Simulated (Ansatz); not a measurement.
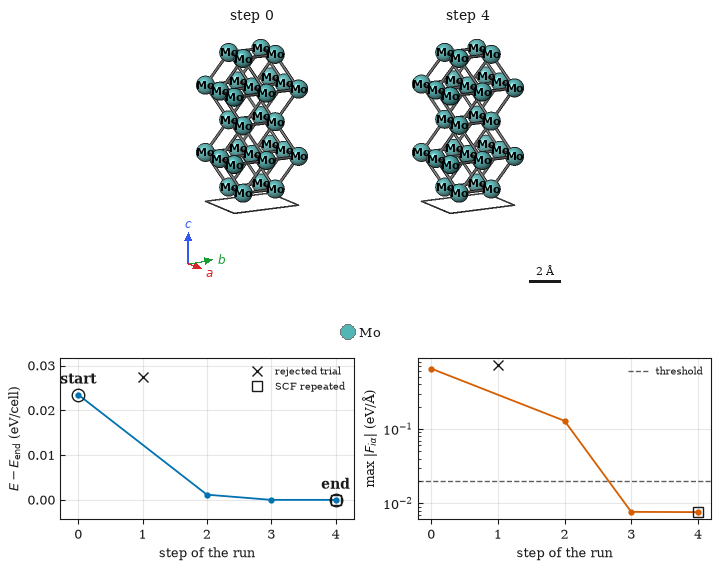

First and last geometry of a constrained relaxation of a slab of composition Mo, with the history of the run. The picture is a ball-and-stick view of the 2 × 2 repeat of the cell, outlined in the plane, without the vacuum, seen slightly off an axis.

The slab is the (1 1 0) face of Mo. The run lets the atoms move in a fixed cell, from this start: the (1 1 0) slab of Mo, cut from the database cell, not relaxed. 2 atoms are held fixed.

Computed with Kohn-Sham DFT of a periodic cell, PBE, JTH PAW (Ansatz 0.2.0).

Input file:
```yaml
crystal:
  lattice:
    - [2.7210518187, 0.0, 0.0]
    - [-0.9070172729, 2.5654322573, 0.0]
    - [0.0, 0.0, 23.886918026]
  atoms:
    - { symbol: Mo, position: [0.5, 0.5, 0.3139793921] }
    - { symbol: Mo, position: [0.0, 0.0, 0.406989696] }
    - { symbol: Mo, position: [0.5, 0.5, 0.5] }
    - { symbol: Mo, position: [0.0, 0.0, 0.593010304] }
    - { symbol: Mo, position: [0.5, 0.5, 0.6860206079] }
hamiltonian:
  xc: pbe
  pseudopotentials: { kind: paw, source: jth }
kpoints:
  mp_grid: { grid: [10, 10, 1] }
scf:
  occupations: { method: fermi_dirac, width: 0.05 }
output:
  forces: true
  eigenvalues: true
relax:
  f_tol: 0.02
  max_steps: 40
  constraints: [{ sites: [0, 1] }]
efield:
  axis: 3
  dipole_correction: true
  ramp_width: 0.04
```

Launched with:
```bash
ansatz run input.yaml --threads 4 --pin off --max-ram 11264MiB --backend cpu --events-out ev --progress --plain --runs-dir out
```

> Read the history and describe the run.

It converged. The atom that moves furthest is a Mo atom (0.074 Å along the normal (+c)). The cell doesn't change. Among the contacts that change: Mo–Mo 2.721 → 2.664 Å, Mo–Mo 2.721 → 2.754 Å. After 2 accepted moves (4 points after the start) the energy has fallen by 23.5 meV per cell of the calculation. Largest force component: 0.65 eV/Å at the start, 0.0076 eV/Å at the end. The line search rejected the trial step at point 1 of the run. 1 step only repeated the SCF at the same geometry. At step 1 the optimiser overshot: the energy rose above the start, and later steps came back.

```
step  E − E(0), meV/atom  largest force component, eV/Å                         note
   0                0.00                         0.6500                             
   1                0.77                         0.7239                     rejected
   2               -4.47                         0.1288                             
   3               -4.70                         0.0077                             
   4               -4.70                         0.0076  same geometry, SCF repeated
```
